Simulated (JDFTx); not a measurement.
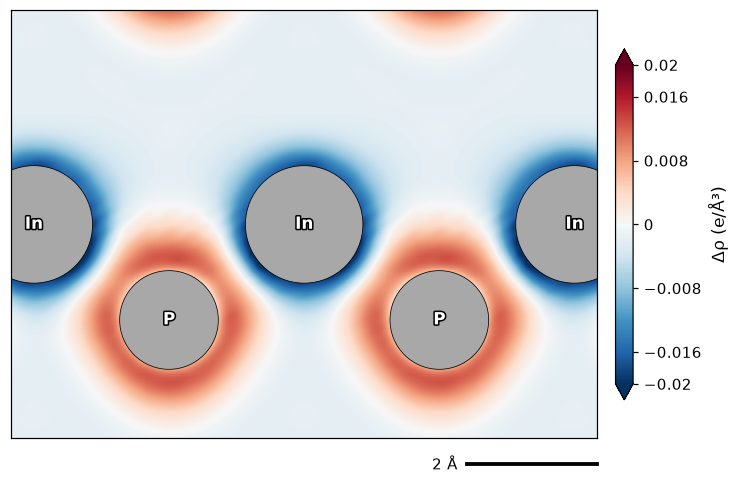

InP. Difference of the valence pseudo-densities of two functionals at the same geometry, on the (11̄0) plane of the calculation cell: RPBE less LDA.

Both computed with JDFTx (plane waves, pseudopotentials), on the same k-point mesh. Grey discs cover the atomic cores.

```
In P
1.0
     0.00000    2.93050    2.93050
     2.93050    0.00000    2.93050
     2.93050    2.93050    0.00000
In P
1 1
Direct
  0.00000 0.00000 0.00000
  0.75000 0.75000 0.75000
```

**What does the difference map show?**

Against LDA, RPBE gives less density around In (−0.013 e/Å³ on average at 1.1 Å from the nucleus) and more density around P (+0.011 e/Å³ on average at 0.9 Å from the nucleus).
